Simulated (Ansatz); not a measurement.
## Geometry relaxation, with input and output: AlCu₃ (part 1 of 2)

The run: geometry relaxation of AlCu₃ (4 atoms in the cell). Method and program: DFT r2SCAN, scalar-relativistic, plane waves, PAW, no spin polarisation (Ansatz 0.2.0).

The structure derives from a Materials Project entry. It belongs to a series of runs on one base structure; here: relaxed under r2SCAN. Figures and captions count atoms from 1; the log counts them from 0 in places.

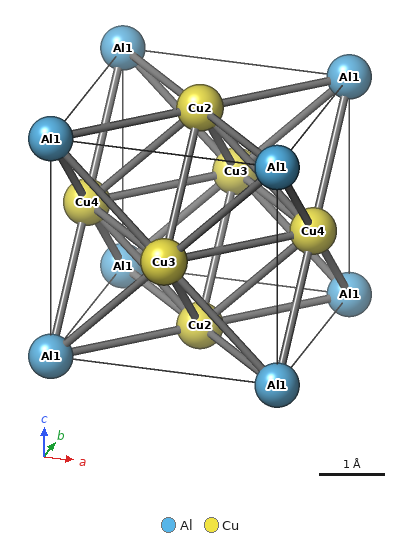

**Figure 1.** The structure as given in the input (ball-and-stick view of the cell of the calculation, seen at an oblique angle; atoms are numbered from 1 in the order of the input).

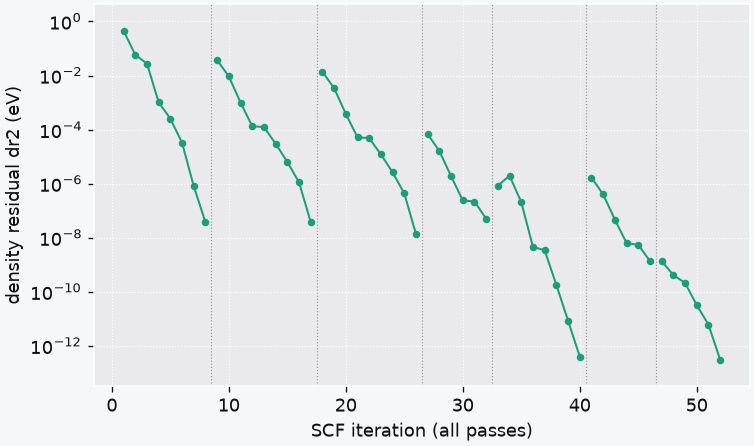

**Figure 2.** Convergence of the self-consistent field: density residual dr2 against the SCF iteration. The dotted lines part the SCF passes of the relaxation: geometry steps, rejected trials and re-solves on a re-selected basis. The 7 passes take 6 to 9 iterations each, 52 in all.

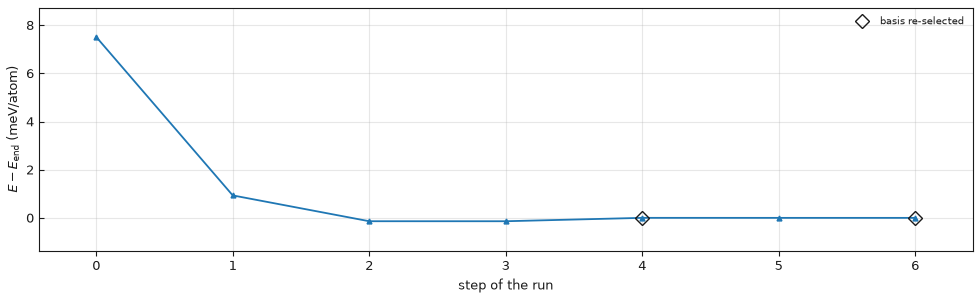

**Figure 3.** Progress of the relaxation, step by step (the first geometry is step 0 here and step 1 in the log).

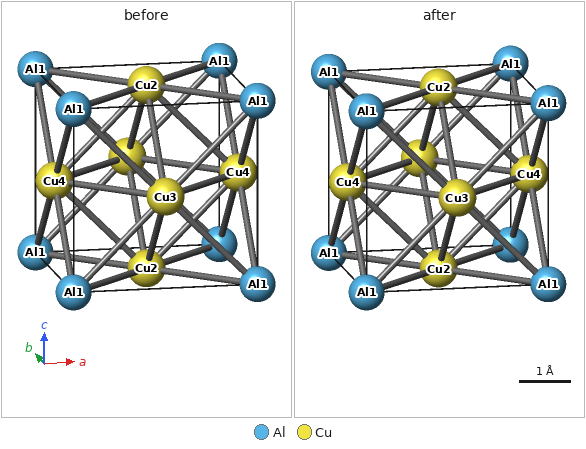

**Figure 4.** Before (left) and after (right) the relaxation, at one scale (ball-and-stick view of the cell of the calculation, seen slightly off an axis). No atom moves by more than 0.005 Å relative to the cell. Cell: a = b = c 3.687 → 3.642 Å (−1.2 %). Volume −3.6 %. Among the contacts that change: Al1–Cu2 2.607 → 2.575 Å, Cu2–Cu3 2.607 → 2.575 Å. The space group stays Pm-3m (No. 221). After 4 geometry steps the energy has fallen by 7.5 meV per atom. All forces vanish by symmetry, so only the cell relaxes. Pressure: −5.11 GPa at the start and 0.00 GPa at the end. 1 further SCF at an unchanged geometry re-selected the plane-wave basis for the new cell. The energy change given includes the shifts at the re-selections in mid-walk, which come without any move. A last SCF at the same geometry on a re-selected plane-wave basis shifts the energy by next to nothing (0.0 meV per atom). (Atoms are counted from 1 in the order of the input.)

The input that produced these results follows, with the program's output.

**The input**
```yaml
crystal:
  lattice:
    - [3.6874113031, 0.0, 0.0]
    - [0.0, 3.6874113031, 0.0]
    - [0.0, 0.0, 3.6874113031]
  atoms:
    - { symbol: Al, position: [0.0, 0.0, 0.0] }
    - { symbol: Cu, position: [0.5, 0.5, 0.0] }
    - { symbol: Cu, position: [0.5, 0.0, 0.5] }
    - { symbol: Cu, position: [0.0, 0.5, 0.5] }
basis:
  ecutwfc: 500
kpoints:
  mp_grid: { grid: [12, 12, 12] }
hamiltonian:
  xc: r2scan
scf:
  occupations: { method: fermi_dirac, width: 0.15 }
output:
  forces: true
  stress: true
  eigenvalues: true
relax:
  adjacent_minimum: "off"
  f_tol: 0.001
  max_steps: 60
  cell: { stress_tol: 0.01 }
```

Run as:
```bash
ansatz run input.yaml --threads 1 --pin off --max-ram 3072MiB --backend cpu --events-out ev --progress --plain --runs-dir out
```

**What the program printed**
```
Engine: ansatz 0.2.0, x86_64-unknown-linux-gnu
Pseudopotentials: kind: paw
Pseudopotential: Al, paw, valence charge 3, recommended cutoff 500 eV (meta_gga), Al.paw.azcp
Pseudopotential: Cu, paw, valence charge 19, recommended cutoff 500 eV (meta_gga), Cu.paw.azcp
Functional definition: r2SCAN
  parameter k0 = 0.174
  parameter k1 = 0.065
  parameter a1 = 4.9479
  exchange = r2scan_x(k0 = k0, k1 = k1, a1 = a1)
  correlation = r2scan_c
Crystal: 4 atoms, lattice volume = 50.138 Å³
Basis set: ecut = 500 eV, 1309 PW (Γ), exchange–correlation on 108×108×108 points (64 copies of the dense FFT grid, shifted against one another)
Bands: 36, of which v1, the nominal top of the filled ones, is band 30 counted from 1 (29 counted from 0)
Symmetry: 48 space group operations
Space group: Pm-3m (ITA 221), of the structure as read, at distance tolerance 3.7e-5 Å
k-points: 84 of 1728
Non-local potential: Al, projectors of the file, l = 0: 2, l = 1: 2, l = 2: 1
Non-local potential: Cu, projectors of the file, l = 0: 3, l = 1: 2, l = 2: 3, l = 3: 1
PAW form: soft (Blöchl's): semilocal exchange-correlation on the pseudo side does not see the compensation charge
PAW frozen core: Al, regenerated for the run's functional (the file was generated under x = pbe(κ = 0.804, μ = 0.2195149727645171), c = pbe(β = 0.06672455060314922))
PAW frozen core: Cu, regenerated for the run's functional (the file was generated under x = pbe(κ = 0.804, μ = 0.2195149727645171), c = pbe(β = 0.06672455060314922))
PAW one-centre angular grid: Al, 302 points (default); XC on 160 Gauss nodes
PAW one-centre angular grid: Cu, 590 points (default); XC on 160 Gauss nodes
Initial density: superposition of atomic densities (neutral atoms: chi_scale 0, normalization atom), corrected by the library's trained network
Initial wavefunctions: pseudopotential atomic-orbital guess
Functional: x = r2scan, c = r2scan; τ floored in thin density (d = 2e-4 eV/Å³)
SCF iter   1: F=—  HF=-20434.960974 eV  |F-HF|=—  |Δ(HF+E_count)|=         —  Δρ=3.84e-2  dr2=4.51e-1  dr2_τ=7.29e-3  ethr=1.77e-3  ⟨swp⟩=5.2  Hψ=10454  notcnv=0  defer=6
preconditioner: auto → Kerker (q_TF=auto, 2.811 Å⁻¹)  [metal: Δε(μ)=0.053 eV  Ē_g=9.306 eV  σ=0.150 eV  W_gap=0.09  n_scr=18 (ndim 8)  ℏωp=31.5 eV  f_vac=0.000  D(μ)=1.06/eV (n_scr^D=6)]
SCF iter   2: F=—  HF=-20434.938510 eV  |F-HF|=—  |Δ(HF+E_count)|=   2.25e-2  Δρ=1.65e-2  dr2=5.85e-2  dr2_τ=3.81e-3  ethr=7.51e-4  ⟨swp⟩=2.0  Hψ=5547  notcnv=0  defer=30
SCF iter   3: F=—  HF=-20434.900722 eV  |F-HF|=—  |Δ(HF+E_count)|=   3.78e-2  Δρ=7.91e-3  dr2=2.74e-2  dr2_τ=1.23e-4  ethr=9.75e-5  ⟨swp⟩=2.0  Hψ=5552  notcnv=0  defer=30
SCF iter   4: F=—  HF=-20434.893697 eV  |F-HF|=—  |Δ(HF+E_count)|=   7.02e-3  Δρ=1.26e-3  dr2=1.03e-3  dr2_τ=1.80e-5  ethr=4.57e-5  ⟨swp⟩=1.2  Hψ=3707  notcnv=0  defer=29
SCF iter   5: F=—  HF=-20434.894215 eV  |F-HF|=—  |Δ(HF+E_count)|=   5.18e-4  Δρ=5.51e-4  dr2=2.52e-4  dr2_τ=2.41e-6  ethr=1.72e-6  ⟨swp⟩=2.0  Hψ=4577  notcnv=0  defer=29
SCF iter   6: F=—  HF=-20434.894167 eV  |F-HF|=—  |Δ(HF+E_count)|=   4.76e-5  Δρ=2.61e-4  dr2=3.28e-5  dr2_τ=1.28e-7  ethr=4.21e-7  ⟨swp⟩=2.1  Hψ=4431  notcnv=0  defer=29
SCF iter   7: F=—  HF=-20434.894163 eV  |F-HF|=—  |Δ(HF+E_count)|=   4.57e-6  Δρ=5.09e-5  dr2=8.01e-7  dr2_τ=7.78e-9  ethr=5.47e-8  ⟨swp⟩=2.0  Hψ=4200  notcnv=0  defer=29
SCF iter   8: F=-20434.894163 eV  HF=-20434.894163 eV  |F-HF|=9.22e-9  |Δ(HF+E_count)|=   1.39e-7  Δρ=8.38e-6  dr2=3.73e-8  dr2_τ=2.40e-10  ethr=1.67e-10  ⟨swp⟩=6.1  Hψ=12376  notcnv=0
SCF 1 converged in 8 iterations: F = -20434.894163 eV  dr2 = 3.73e-8
  greatest PAW one-centre occupation: 1.000 electrons in one spin orbital (limit 2), on the Cu atom at site 3 (counted from 0), in its partial waves of l = 0
relax step   1: F+E_penalty+E_count = -20434.89416304 eV  Δ(F+E_penalty+E_count) = +0.000e0 eV  max|allowed force component| = 6.830e-29 eV/Å  Δτ_max = 0.0000 Å  P = -5.106 GPa  Ω = 50.138 Å³  (8 SCF iters, dr2 threshold 1.00e-7 eV, accepted)
Crystal: 4 atoms, lattice volume = 48.977 Å³
Basis set: ecut = 500 eV, 1237 PW (Γ), exchange–correlation on 108×108×108 points (64 copies of the dense FFT grid, shifted against one another)
Initial density: handed on by an earlier stage of this run
Initial wavefunctions: those handed on with the density
iter 1 solved again at ethr=6.06e-5 eV; its pass at ethr=3.10e-3 eV (dr2=3.63e-2 eV) is discarded
SCF iter   1: F=—  HF=-20434.899818 eV  |F-HF|=—  |Δ(HF+E_count)|=         —  Δρ=1.07e-2  dr2=3.67e-2  dr2_τ=1.78e-2  ethr=6.06e-5  ⟨swp⟩=1.0  Hψ=13093  notcnv=0
preconditioner: auto → Kerker (q_TF=auto, 2.822 Å⁻¹)  [metal: Δε(μ)=0.076 eV  Ē_g=9.207 eV  σ=0.150 eV  W_gap=0.13  n_scr=18 (ndim 8)  ℏωp=31.8 eV  f_vac=0.001  D(μ)=1.12/eV (n_scr^D=6)]
SCF iter   2: F=—  HF=-20434.924553 eV  |F-HF|=—  |Δ(HF+E_count)|=   2.47e-2  Δρ=6.86e-3  dr2=9.29e-3  dr2_τ=3.12e-4  ethr=6.06e-5  ⟨swp⟩=2.7  Hψ=5726  notcnv=0
SCF iter   3: F=—  HF=-20434.920473 eV  |F-HF|=—  |Δ(HF+E_count)|=   4.08e-3  Δρ=1.24e-3  dr2=9.99e-4  dr2_τ=5.48e-6  ethr=1.55e-5  ⟨swp⟩=2.0  Hψ=4853  notcnv=0
SCF iter   4: F=—  HF=-20434.920348 eV  |F-HF|=—  |Δ(HF+E_count)|=   1.25e-4  Δρ=5.12e-4  dr2=1.33e-4  dr2_τ=1.77e-6  ethr=1.66e-6  ⟨swp⟩=2.0  Hψ=4445  notcnv=0
SCF iter   5: F=—  HF=-20434.920472 eV  |F-HF|=—  |Δ(HF+E_count)|=   1.25e-4  Δρ=7.54e-4  dr2=1.24e-4  dr2_τ=2.02e-7  ethr=2.22e-7  ⟨swp⟩=2.0  Hψ=4584  notcnv=0  defer=1
SCF iter   6: F=—  HF=-20434.920473 eV  |F-HF|=—  |Δ(HF+E_count)|=   9.35e-7  Δρ=3.49e-4  dr2=3.01e-5  dr2_τ=6.27e-8  ethr=2.06e-7  ⟨swp⟩=1.1  Hψ=3196  notcnv=0  defer=1
SCF iter   7: F=—  HF=-20434.920470 eV  |F-HF|=—  |Δ(HF+E_count)|=   3.38e-6  Δρ=1.49e-4  dr2=6.37e-6  dr2_τ=1.31e-8  ethr=5.02e-8  ⟨swp⟩=2.0  Hψ=4177  notcnv=0
SCF iter   8: F=—  HF=-20434.920469 eV  |F-HF|=—  |Δ(HF+E_count)|=   9.03e-7  Δρ=6.41e-5  dr2=1.11e-6  dr2_τ=1.56e-9  ethr=1.06e-8  ⟨swp⟩=2.6  Hψ=4458  notcnv=0
SCF iter   9: F=-20434.920469 eV  HF=-20434.920469 eV  |F-HF|=2.66e-8  |Δ(HF+E_count)|=   2.03e-7  Δρ=1.15e-5  dr2=3.81e-8  dr2_τ=7.70e-11  ethr=6.67e-10  ⟨swp⟩=5.4  Hψ=12057  notcnv=0
SCF 2 converged in 9 iterations: F = -20434.920469 eV  dr2 = 3.81e-8
relax step   2: F+E_penalty+E_count = -20434.92046877 eV  Δ(F+E_penalty+E_count) = -2.631e-2 eV  max|allowed force component| = 1.658e-28 eV/Å  Δτ_max = 0.0000 Å  P = -1.963 GPa  Ω = 48.977 Å³  energy of the carried Pulay correction = +4.338e-4 eV  (9 SCF iters, dr2 threshold 4.00e-7 eV, accepted)
Crystal: 4 atoms, lattice volume = 48.279 Å³
iter 1 solved again at ethr=2.37e-5 eV; its pass at ethr=3.10e-3 eV (dr2=1.42e-2 eV) is discarded
SCF iter   1: F=—  HF=-20434.917001 eV  |F-HF|=—  |Δ(HF+E_count)|=         —  Δρ=6.61e-3  dr2=1.38e-2  dr2_τ=6.78e-3  ethr=2.37e-5  ⟨swp⟩=1.0  Hψ=12931  notcnv=0
preconditioner: auto → Kerker (q_TF=auto, 2.829 Å⁻¹)  [metal: Δε(μ)=0.079 eV  Ē_g=9.336 eV  σ=0.150 eV  W_gap=0.13  n_scr=18 (ndim 8)  ℏωp=32.1 eV  f_vac=0.002  D(μ)=1.10/eV (n_scr^D=6)]
SCF iter   2: F=—  HF=-20434.926269 eV  |F-HF|=—  |Δ(HF+E_count)|=   9.27e-3  Δρ=4.19e-3  dr2=3.39e-3  dr2_τ=1.19e-4  ethr=2.30e-5  ⟨swp⟩=2.7  Hψ=5423  notcnv=0
SCF iter   3: F=—  HF=-20434.924759 eV  |F-HF|=—  |Δ(HF+E_count)|=   1.51e-3  Δρ=7.72e-4  dr2=3.81e-4  dr2_τ=2.17e-6  ethr=5.64e-6  ⟨swp⟩=2.1  Hψ=4727  notcnv=0
SCF iter   4: F=—  HF=-20434.924709 eV  |F-HF|=—  |Δ(HF+E_count)|=   4.96e-5  Δρ=3.21e-4  dr2=5.19e-5  dr2_τ=6.60e-7  ethr=6.35e-7  ⟨swp⟩=2.0  Hψ=4396  notcnv=0
SCF iter   5: F=—  HF=-20434.924759 eV  |F-HF|=—  |Δ(HF+E_count)|=   5.03e-5  Δρ=4.73e-4  dr2=4.79e-5  dr2_τ=8.11e-8  ethr=8.65e-8  ⟨swp⟩=2.0  Hψ=4577  notcnv=0
SCF iter   6: F=—  HF=-20434.924760 eV  |F-HF|=—  |Δ(HF+E_count)|=   2.62e-7  Δρ=2.23e-4  dr2=1.21e-5  dr2_τ=2.44e-8  ethr=7.98e-8  ⟨swp⟩=1.0  Hψ=3041  notcnv=0
SCF iter   7: F=—  HF=-20434.924758 eV  |F-HF|=—  |Δ(HF+E_count)|=   1.41e-6  Δρ=9.65e-5  dr2=2.62e-6  dr2_τ=5.14e-9  ethr=2.02e-8  ⟨swp⟩=1.8  Hψ=4031  notcnv=0
SCF iter   8: F=—  HF=-20434.924758 eV  |F-HF|=—  |Δ(HF+E_count)|=   3.90e-7  Δρ=4.05e-5  dr2=4.34e-7  dr2_τ=5.94e-10  ethr=4.37e-9  ⟨swp⟩=2.6  Hψ=4536  notcnv=0
SCF iter   9: F=-20434.924758 eV  HF=-20434.924758 eV  |F-HF|=9.51e-9  |Δ(HF+E_count)|=   8.20e-8  Δρ=6.92e-6  dr2=1.36e-8  dr2_τ=2.77e-11  ethr=6.67e-10  ⟨swp⟩=4.2  Hψ=9718  notcnv=0
SCF 3 converged in 9 iterations: F = -20434.924758 eV  dr2 = 1.36e-8
relax step   3: F+E_penalty+E_count = -20434.92475767 eV  Δ(F+E_penalty+E_count) = -4.289e-3 eV  max|allowed force component| = 1.144e-29 eV/Å  Δτ_max = 0.0000 Å  P = +0.145 GPa  Ω = 48.279 Å³  energy of the carried Pulay correction = +6.995e-4 eV  (9 SCF iters, dr2 threshold 4.00e-7 eV, accepted)
Crystal: 4 atoms, lattice volume = 48.326 Å³
iter 1 solved again at ethr=1.26e-7 eV; its pass at ethr=3.10e-3 eV (dr2=7.57e-5 eV) is discarded
SCF iter   1: F=—  HF=-20434.924727 eV  |F-HF|=—  |Δ(HF+E_count)|=         —  Δρ=4.62e-4  dr2=6.72e-5  dr2_τ=3.21e-5  ethr=1.26e-7  ⟨swp⟩=1.0  Hψ=10047  notcnv=0
preconditioner: auto → Kerker (q_TF=auto, 2.828 Å⁻¹)  [metal: Δε(μ)=0.099 eV  Ē_g=9.365 eV  σ=0.150 eV  W_gap=0.16  n_scr=18 (ndim 8)  ℏωp=32.0 eV  f_vac=0.002  D(μ)=1.09/eV (n_scr^D=6)]
SCF iter   2: F=—  HF=-20434.924782 eV  |F-HF|=—  |Δ(HF+E_count)|=   5.51e-5  Δρ=2.89e-4  dr2=1.60e-5  dr2_τ=5.80e-7  ethr=1.12e-7  ⟨swp⟩=2.7  Hψ=5376  notcnv=0
SCF iter   3: F=—  HF=-20434.924760 eV  |F-HF|=—  |Δ(HF+E_count)|=   2.19e-5  Δρ=5.47e-5  dr2=1.88e-6  dr2_τ=1.10e-8  ethr=2.67e-8  ⟨swp⟩=2.2  Hψ=4869  notcnv=0
SCF iter   4: F=—  HF=-20434.924760 eV  |F-HF|=—  |Δ(HF+E_count)|=   2.51e-7  Δρ=2.26e-5  dr2=2.40e-7  dr2_τ=3.23e-9  ethr=3.13e-9  ⟨swp⟩=2.0  Hψ=4368  notcnv=0
SCF iter   5: F=—  HF=-20434.924760 eV  |F-HF|=—  |Δ(HF+E_count)|=   2.49e-7  Δρ=3.20e-5  dr2=2.18e-7  dr2_τ=3.60e-10  ethr=8.80e-11  ⟨swp⟩=4.1  Hψ=10207  notcnv=0
SCF iter   6: F=-20434.924760 eV  HF=-20434.924760 eV  |F-HF|=3.53e-8  |Δ(HF+E_count)|=   3.37e-9  Δρ=1.43e-5  dr2=5.03e-8  dr2_τ=1.06e-10  ethr=8.80e-11  ⟨swp⟩=2.4  Hψ=10394  notcnv=0
SCF 4 converged in 6 iterations: F = -20434.924760 eV  dr2 = 5.03e-8
relax step   4: F+E_penalty+E_count = -20434.92476038 eV  Δ(F+E_penalty+E_count) = -2.707e-6 eV  max|allowed force component| = 8.171e-29 eV/Å  Δτ_max = 0.0000 Å  P = -0.004 GPa  Ω = 48.326 Å³  energy of the carried Pulay correction = +6.813e-4 eV  (6 SCF iters, dr2 threshold 5.28e-8 eV, accepted)
Initial wavefunctions: pseudopotential atomic-orbital guess (no wavefunctions were taken with the density)
iter 1 solved again at ethr=3.76e-9 eV; its pass at ethr=3.10e-3 eV (dr2=2.26e-6 eV) is discarded
```
